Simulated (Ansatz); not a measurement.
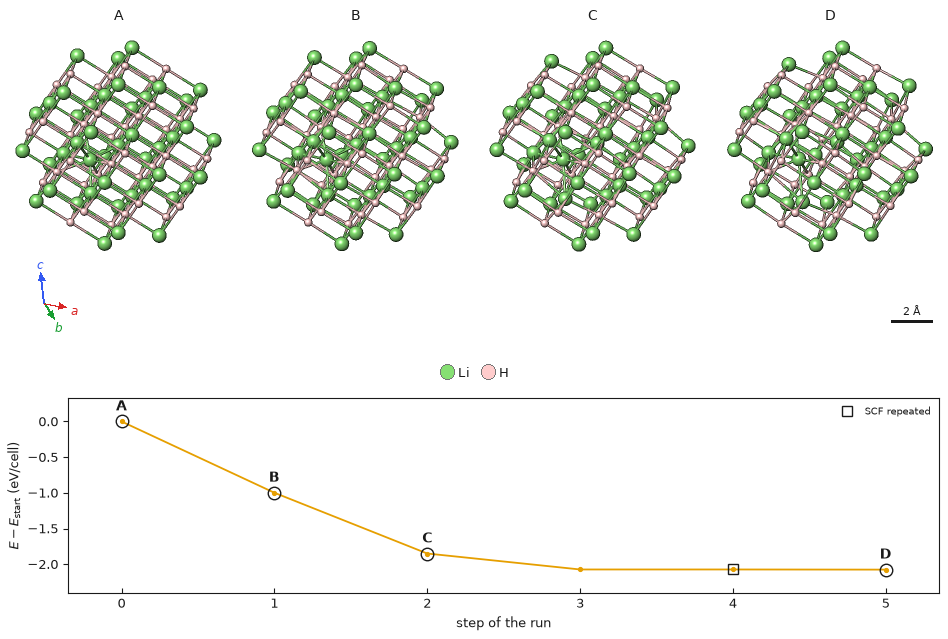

Frames of a relaxation of a defect cell of composition Li₁₇H₁₆, marked on the history of the run. Style: ball-and-stick. Shown: the atoms within 5.0 Å of the atom that moves most (axes of the cell of the calculation (origin shifted)), from a free direction.

Case: Li interstitial, charge +0, atoms relaxed.

The calculation used Ansatz, DFT PBE, scalar-relativistic, plane waves, PAW. Settings: plane-wave cutoff 420 eV; k-point mesh 2 × 2 × 2; occupations gaussian; smearing width 0.02 eV; mesh shifted by (0.5, 0.5, 0.5); collinear spin; atoms relaxed in a fixed cell; force threshold 0.02 eV/Å; at most 60 steps.

### Describe the path.

After 4 accepted moves (5 points after the start) the energy has fallen by 2.076 eV per cell of the calculation. The largest force component goes from 1.9 to 0.017 eV/Å. 1 step only repeated the SCF at the same geometry. The largest moves, 0.44 Å, are those of Li atoms. By element the largest moves are Li 0.44 Å, H 0.07 Å. The lattice vectors keep their values. Near-neighbour distances that change, for instance: Li–Li 1.635 → 2.167 Å, Li–Li 1.681 → 2.168 Å, Li–Li 1.810 → 2.169 Å, Li–Li 1.830 → 2.169 Å. Bonds break: Li–Li (1.64 → 2.17 Å). Among the angles between lasting bonds that change: H–Li–Li 129.1° → 115.2°, H–Li–H 90.0° → 103.4°, H–Li–Li 127.8° → 115.0°. From step 0 to 1: an H atom moves most (0.19 Å), energy −0.999 eV per cell of the calculation. From step 1 to 2: a Li atom moves most (0.20 Å), energy −0.852 eV per cell of the calculation. From step 2 to 5: Li atoms move most (0.16 Å), energy −0.226 eV per cell of the calculation.

```tsv
step	E − E(0), meV/atom	largest force component, eV/Å	note
0	0.00	1.9372	
1	-30.27	1.2869	
2	-56.07	0.5275	
3	-62.85	0.0271	
4	-62.85	0.0271	same geometry, SCF repeated
5	-62.91	0.0165
```

Limits of the set-up: the k-point mesh is coarse for a cell with partly filled bands; the periodic images lie only 6.9 Å apart, so the values are limited by the cell's size.
